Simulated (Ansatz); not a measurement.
## Single-point calculation of AlN (charge +1) (part 2 of 2)

AlN (P1, 8 atoms in the cell, total charge +1); DFT, r2SCAN, plane waves, PAW, spin-polarised (Ansatz 0.2.0); cutoff 500 eV, 4×6×4 k-mesh, tetrahedron occupations, collinear spins. The structure is a deliberately distorted cell.

Geometry of the input (Å; fractional positions):
```
4.5990  2.5663  0.0605
-1.5706  2.6315  0.0186
1.5484  2.6537  5.0576
Al 0.1689  0.4769  0.9931
Al 0.6956  0.0050  0.9917
Al 0.1046  0.7469  0.4844
Al 0.5678  0.2527  0.5007
N  0.4890  0.7999  0.3873
N  0.9592  0.3150  0.3822
N  0.4035  0.0672  0.8868
N  0.9032  0.5573  0.8760
```

Output, continued
```
--- Forces (eV/Å), atoms counted from 1 ---
  atom   1  Al     0.04229208     1.48557064     0.67052028
  atom   2  Al    -0.77460979    -1.83988371     0.95152795
  atom   3  Al    -1.49975206    -0.06145340     0.79040656
  atom   4  Al     1.35183541     0.32598661     0.90210778
  atom   5  N     -1.40599800    -0.37497102    -1.51269063
  atom   6  N      1.96422767     0.30843267    -0.59117142
  atom   7  N      0.54610111    -0.97734462    -0.00002856
  atom   8  N     -0.22418972     1.13376990    -1.21086031
  max |Σ_I F_I| component: 1.88e-4 eV/Å
--- Stress (GPa, compression-positive) ---
       28.262276       1.658373      -1.222330
        1.658310      31.966462      -0.368905
       -1.222446      -0.368712       7.938208
  P = ⅓ Tr σ = 22.7223 GPa (227.223 kbar)
--- Band table (eV; the first three rows and the last of 96) ---
  k-point 0 ↑: bands = ["-9.1324", "-7.2368", "-7.0618", "-6.8591", "1.0053", "1.4279", "1.5794", "5.1332", "5.2031", "5.4228", "5.6685", "5.8341", "5.9688", "6.3549", "6.4984", "6.7433", "12.3486", "13.3289", "13.6763", "15.3777", "17.3231", "17.9106", "18.5246", "19.2845", "19.6967", "19.9840", "20.5525", "21.0343", "21.2236", "21.5934", "21.8655", "22.4278"]
  k-point 1 ↑: bands = ["-8.8100", "-7.7450", "-7.2865", "-6.6511", "1.5155", "2.0530", "2.3307", "3.9203", "4.8477", "5.0574", "5.6265", "5.8001", "5.9794", "6.1097", "6.3298", "6.4456", "13.2358", "13.8521", "14.2116", "15.3609", "17.0623", "17.9519", "18.1907", "18.9969", "19.5954", "19.8886", "20.1081", "20.1735", "20.6825", "20.8785", "21.3540", "23.6088"]
  k-point 2 ↑: bands = ["-8.4899", "-8.1442", "-7.3195", "-6.6271", "1.6524", "2.6248", "3.0416", "3.5521", "4.0007", "4.7756", "5.3178", "5.9059", "6.0721", "6.1436", "6.2625", "6.3615", "13.8528", "13.9638", "14.4970", "15.1472", "16.5578", "18.1305", "18.2905", "18.8235", "19.3752", "19.7039", "20.0350", "20.2528", "20.5318", "20.8341", "21.2910", "23.6690"]
  k-point 47 ↓: bands = ["-8.0445", "-7.3058", "-6.7335", "-6.4235", "2.2558", "2.4774", "3.0738", "4.1109", "4.4346", "4.6811", "4.9108", "5.5438", "5.9559", "6.4397", "6.5963", "6.8069", "14.2041", "14.5074", "15.1796", "16.3067", "16.9302", "17.1747", "17.8363", "18.5976", "19.3893", "19.5896", "20.3537", "20.6999", "20.8698", "21.1460", "22.4786", "22.7382"]
```

File rho_z.tsv
```
# z_ang	rho[e/angstrom^3]	rho_spin[e/angstrom^3]
# format = ansatz-planar-average/11
# lattice	4.599039000	2.566289000	0.060482000
# lattice	-1.570636000	2.631455000	0.018634000
# lattice	1.548368000	2.653733000	5.057596000
# sites	8
# site	13	1.565295554	4.323580905	5.041586374
# site	13	4.726739436	4.429985838	5.057571696
# site	13	0.058212673	3.519344674	2.470220610
# site	13	2.989561539	3.450834721	2.571528351
# site	7	1.592400691	4.387696939	2.003520726
# site	7	4.508468632	4.304750061	1.996982772
# site	7	3.123336092	3.565816647	4.510860526
# site	7	4.634887201	6.108933013	4.495544970
0.000000	3.642710e-1	1.137628e-2
0.131504	2.828633e-1	7.404918e-3
0.263008	2.208458e-1	4.297530e-3
0.394512	1.768422e-1	2.047947e-3
0.526017	1.488087e-1	6.223746e-4
0.657521	1.341885e-1	-5.198509e-5
0.789025	1.305115e-1	-6.850355e-5
0.920529	1.359153e-1	4.687476e-4
1.052033	1.498037e-1	1.476249e-3
1.183537	1.732172e-1	2.941100e-3
1.315042	2.088375e-1	4.941928e-3
1.446546	2.601836e-1	7.601298e-3
1.578050	3.307194e-1	1.105906e-2
1.709554	4.212723e-1	1.534691e-2
1.841058	5.238859e-1	1.985537e-2
1.972562	6.213654e-1	2.318139e-2
2.104066	6.970374e-1	2.455361e-2
2.235571	7.411130e-1	2.507350e-2
2.367075	7.472632e-1	2.595188e-2
2.498579	7.109470e-1	2.622075e-2
2.630083	6.348038e-1	2.409891e-2
2.761587	5.327773e-1	1.963905e-2
2.893091	4.260158e-1	1.445214e-2
3.024596	3.319779e-1	9.825249e-3
3.156100	2.574767e-1	6.136205e-3
3.287604	2.024114e-1	3.377336e-3
3.419108	1.650777e-1	1.497809e-3
3.550612	1.430906e-1	4.230994e-4
3.682116	1.337864e-1	6.291541e-5
3.813621	1.349062e-1	3.167950e-4
3.945125	1.451299e-1	1.080689e-3
4.076629	1.646815e-1	2.293436e-3
4.208133	1.955316e-1	3.984401e-3
4.339637	2.408922e-1	6.261590e-3
4.471141	3.043488e-1	9.258540e-3
4.602645	3.881414e-1	1.307856e-2
4.734150	4.878348e-1	1.749654e-2
4.865654	5.888163e-1	2.146395e-2
4.997158	6.732595e-1	2.358149e-2
5.128662	7.290168e-1	2.384506e-2
5.260166	7.489343e-1	2.387543e-2
5.391670	7.275684e-1	2.433080e-2
5.523175	6.646089e-1	2.369564e-2
5.654679	5.701474e-1	2.069052e-2
5.786183	4.635125e-1	1.607227e-2
```

File v_z.tsv
```
# z_ang	v_es[eV]	v_tot_up[eV]	v_tot_dn[eV]
# format = ansatz-planar-average/11
# xc	r2scan
# density_cutoff_ev	2000
# datasets	Al=:simpson_from_first_knot:soft:shift=0	N=:simpson_from_first_knot:soft:shift=0
# lattice	4.599039000	2.566289000	0.060482000
# lattice	-1.570636000	2.631455000	0.018634000
# lattice	1.548368000	2.653733000	5.057596000
# sites	8
# site	13	1.565295554	4.323580905	5.041586374
# site	13	4.726739436	4.429985838	5.057571696
# site	13	0.058212673	3.519344674	2.470220610
# site	13	2.989561539	3.450834721	2.571528351
# site	7	1.592400691	4.387696939	2.003520726
# site	7	4.508468632	4.304750061	1.996982772
# site	7	3.123336092	3.565816647	4.510860526
# site	7	4.634887201	6.108933013	4.495544970
0.000000	1.914726e0	-1.072885e1	-1.062375e1
0.131504	2.839180e0	-8.955667e0	-8.883639e0
0.263008	3.306181e0	-7.591416e0	-7.549087e0
0.394512	3.647445e0	-6.238886e0	-6.245033e0
0.526017	4.189418e0	-4.786447e0	-4.854628e0
0.657521	5.051960e0	-3.147599e0	-3.274102e0
0.789025	6.229826e0	-1.509040e0	-1.665239e0
0.920529	7.525737e0	-3.858778e-1	-4.321621e-1
1.052033	8.658859e0	4.154015e-1	4.421600e-1
1.183537	9.406433e0	7.917364e-1	7.604383e-1
1.315042	9.711990e0	5.553739e-1	5.657279e-1
1.446546	9.402226e0	-3.592251e-1	-2.744742e-1
1.578050	8.236652e0	-2.343703e0	-2.248503e0
1.709554	6.265176e0	-5.161839e0	-5.059006e0
1.841058	3.731633e0	-8.423654e0	-8.324429e0
1.972562	1.017668e0	-1.173053e1	-1.162776e1
2.104066	-1.372265e0	-1.450775e1	-1.441731e1
2.235571	-2.976807e0	-1.647634e1	-1.639864e1
2.367075	-3.560698e0	-1.735993e1	-1.726743e1
2.498579	-3.156778e0	-1.715844e1	-1.704863e1
2.630083	-2.009527e0	-1.603714e1	-1.590495e1
2.761587	-4.788250e-1	-1.418432e1	-1.405289e1
2.893091	1.069501e0	-1.204522e1	-1.192278e1
3.024596	2.325997e0	-9.985032e0	-9.879219e0
3.156100	3.097161e0	-8.336106e0	-8.261703e0
3.287604	3.502319e0	-6.965227e0	-6.922291e0
3.419108	3.944186e0	-5.521361e0	-5.544455e0
3.550612	4.654516e0	-3.960084e0	-4.050689e0
3.682116	5.685297e0	-2.255710e0	-2.393437e0
3.813621	6.940351e0	-8.895751e-1	-9.852672e-1
3.945125	8.171441e0	2.617948e-2	4.766658e-2
4.076629	9.114572e0	6.594933e-1	6.735034e-1
4.208133	9.636069e0	6.899656e-1	6.826500e-1
4.339637	9.618718e0	8.400655e-2	1.514545e-1
4.471141	8.808035e0	-1.432993e0	-1.337301e0
4.602645	7.154776e0	-3.959439e0	-3.860921e0
4.734150	4.843741e0	-7.043019e0	-6.939102e0
4.865654	2.181013e0	-1.035419e1	-1.025331e1
4.997158	-3.822549e-1	-1.336777e1	-1.327002e1
5.128662	-2.341240e0	-1.566909e1	-1.559030e1
5.260166	-3.345663e0	-1.700383e1	-1.692599e1
5.391670	-3.315371e0	-1.720622e1	-1.711347e1
5.523175	-2.424142e0	-1.644314e1	-1.632803e1
5.654679	-1.009010e0	-1.485281e1	-1.472566e1
5.786183	5.491685e-1	-1.280541e1	-1.268647e1
```

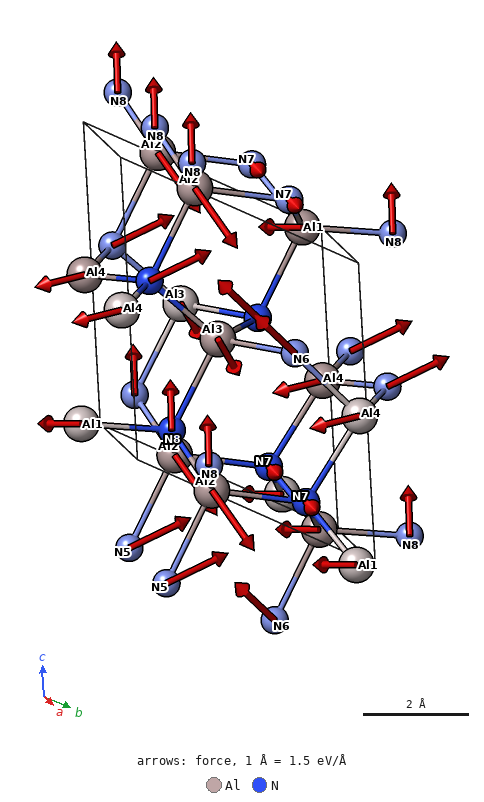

*Forces on the atoms as red arrows (ball-and-stick view of the cell of the calculation, set on other vectors, seen slightly off an axis; neighbours outside the cell are drawn fainter; atoms are numbered from 1 in the order of the input).*

The largest act on Al2 (2.21 eV/Å); N5 (2.10 eV/Å); N6 (2.07 eV/Å); Al3 (1.70 eV/Å), among others. The geometry is not a stationary point of this energy.

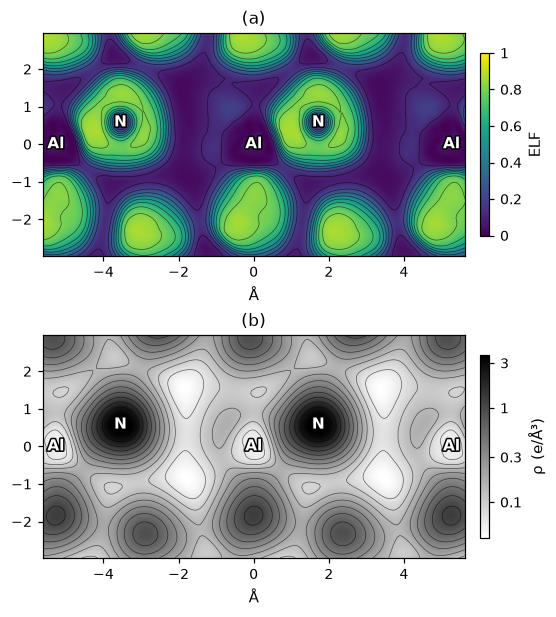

*(a) ELF; (b) valence pseudo-density on the (100) plane of the conventional cell.*

The section cuts through Al and N sites. Al–N (1.82 Å): ρ is about 0.75 e/Å³ halfway; the ELF is about 0.85 at the midpoint. Away from the nuclei the density in this plane falls to 0.04 e/Å³ at its lowest. In a PAW calculation such maps are meaningful between the atoms, not at the nuclei.

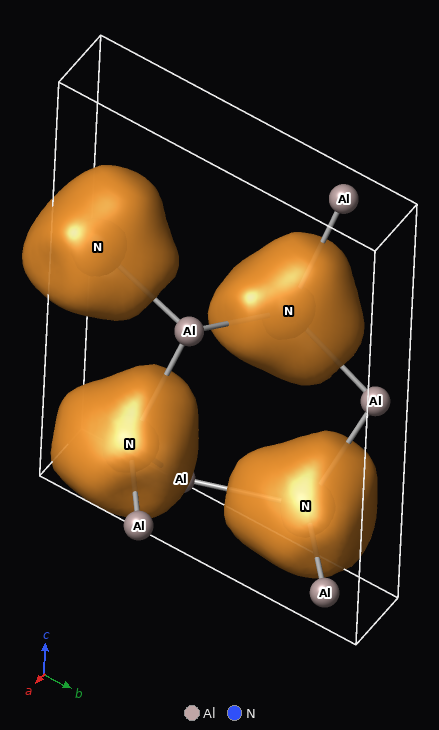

*Isosurface of the electron localisation function at 0.65 (orange), seen slightly off an axis. Only the valence region is drawn (cores and ρ < 0.01 e/Å³ removed). Sticks mark near contacts. The outline is the cell set on symmetry axes.*

Profiles from the grid: Al–N (1.77 Å): the ELF is about 0.85 at the midpoint. Al–N (1.82 Å): the ELF is about 0.85 at the midpoint.

Summary

```csv
quantity,value
outcome,converged
space group (tolerance 0.01 Å),P1 (1)
electrons treated,31
free energy,−3720.0078 eV
Fermi energy,6.623 eV
net moment of the cell,0.94 μB
integrated absolute moment,1.02 μB
pressure,22.72 GPa
largest force (length of the vector),2.211 eV/Å
wall time,2.5 min
peak memory,0.61 GiB
```

Remarks

Settings chosen away from the usual ones: scf.occupations.method set to methfessel_paxton (from fermi_dirac); scf.occupations.width set to 0.1 (from 0.0406); scf.occupations.width removed; scf.occupations.method set to tetrahedron (from methfessel_paxton). Warnings of the run: the state was not tested for a lower one; forces and stress from tetrahedron occupations may miss the slope of the energy.
